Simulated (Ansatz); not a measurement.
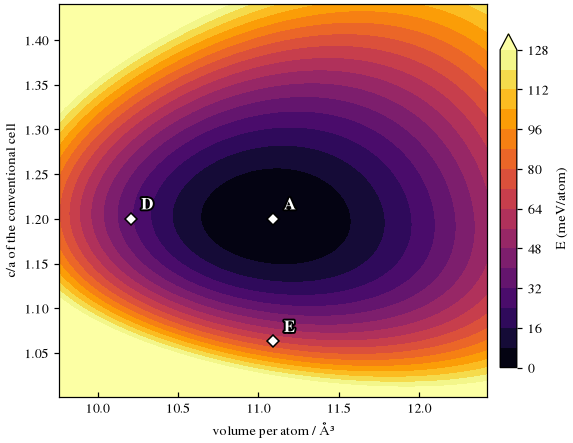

MgO (P6_3/mmc, No. 194; 4 atoms in the cell). The energy is mapped over volume and the cell's shape. The first coordinate is: volume per atom; the second: c/a of the conventional cell. Nothing is relaxed (symmetry fixes all fractional coordinates). Grid: 7 × 7 points. Points are written as (first, second). Energies are in meV/atom, from the lowest grid point. All numbers below come from DFT PBEsol, scalar-relativistic, plane waves, PAW in Ansatz. Settings: cutoff 520 eV, k-mesh 9×9×6 in the order of the run's cell vectors, gaussian smearing 0.05 eV, no spin polarisation.

In the figure: filled contours, one colour for all values above the top of the scale, lettered points. Between grid points the surface is interpolated.

### What kind of point is each of A, E: minimum, saddle, maximum or slope?

A: minimum; E: on a slope. (In these two coordinates alone; a stationary point may lie a little off the grid point.)

### Rank the lettered points by energy, lowest first.

A (0 meV/atom), D (33 meV/atom), E (71 meV/atom).

PAW datasets: the set soft_1.
